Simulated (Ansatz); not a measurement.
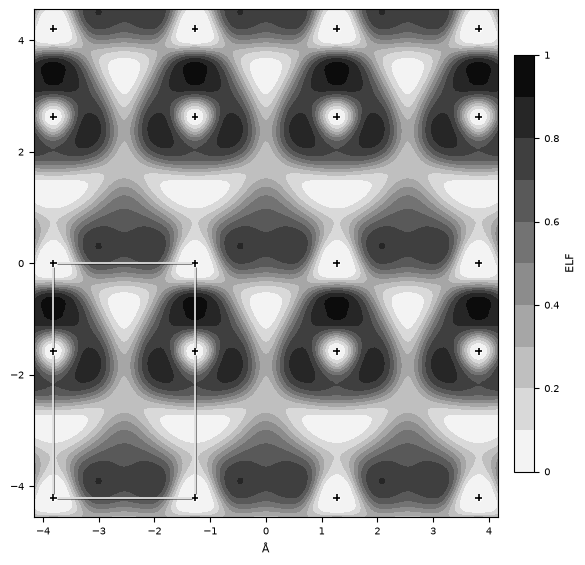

The electron localisation function on a plane through atoms (crosses mark nuclei in the plane).

All numbers below come from DFT r2SCAN, scalar-relativistic, plane waves, PAW in Ansatz.

Candidates:
A. SnO₂, a = 5.74 Å, b = 5.74 Å, c = 5.74 Å, α = 108.15°, β = 108.15°, γ = 112.15°. Space group P4₂/mnm; a structure from a database of computed crystals, not necessarily the ambient phase.
B. BN, a = 2.54 Å, b = 2.54 Å, c = 4.21 Å, α = 90.00°, β = 90.00°, γ = 120.00°. Space group P6₃mc; a structure from a database of computed crystals, not necessarily the ambient phase.

Question: Which system is this?

Answer: Candidate B: BN on the (100) plane of the conventional cell, which holds B and N. B–N (1.58 Å): the ELF peaks at about 0.95 between the atoms: a shared but strongly polarised pair.
